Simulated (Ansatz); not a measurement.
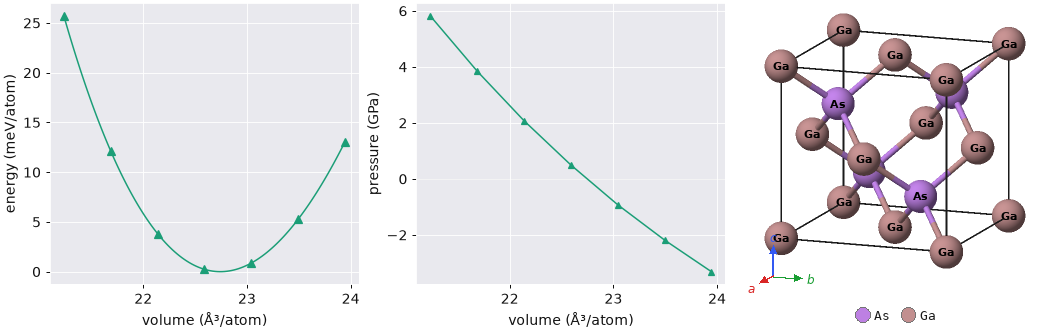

Plotted: energy and pressure against volume for GaAs, space group F-43m (No. 216). The conventional cell is drawn beside the plot.

Cell as given: a = 3.998 Å, b = 3.998 Å, c = 3.998 Å, α = 60.00°, β = 60.00°, γ = 60.00°; 2 atoms.

Method: plane-wave DFT, no spin polarisation; energies at scaled volumes of the given cell, shape and fractions fixed, counted from the fit's minimum, third-order Birch-Murnaghan fit (Ansatz 0.2.0). Level: m-r2SCAN.

| setting | value |
| --- | --- |
| k mesh | 8×8×8 |
| occupations | Fermi–Dirac |
| smearing width | 0.05 eV |
| potentials | Ansatz PAW |
| wave cutoff | 500 eV |
| density cutoff | 2000 eV |

### Give the fitted equation-of-state parameters.

A third-order Birch–Murnaghan fit gives V0 = 22.74 Å³/atom, B0 = 72.4 GPa and B′ = 4.6.

### How does the pressure vary with volume?

It falls from 5.82 GPa at volume 21.23 Å³/atom to −3.31 GPa at 23.95 Å³/atom, and changes sign near 22.75 Å³/atom.

The computed values:

```json
{"volume (Å³/atom)": "21.23", "energy (meV/atom)": "25.71", "pressure (GPa)": "5.82"}
{"volume (Å³/atom)": "21.69", "energy (meV/atom)": "12.13", "pressure (GPa)": "3.85"}
{"volume (Å³/atom)": "22.14", "energy (meV/atom)": "3.83", "pressure (GPa)": "2.08"}
{"volume (Å³/atom)": "22.59", "energy (meV/atom)": "0.24", "pressure (GPa)": "0.50"}
{"volume (Å³/atom)": "23.04", "energy (meV/atom)": "0.87", "pressure (GPa)": "-0.92"}
{"volume (Å³/atom)": "23.49", "energy (meV/atom)": "5.27", "pressure (GPa)": "-2.18"}
{"volume (Å³/atom)": "23.95", "energy (meV/atom)": "13.05", "pressure (GPa)": "-3.31"}
```
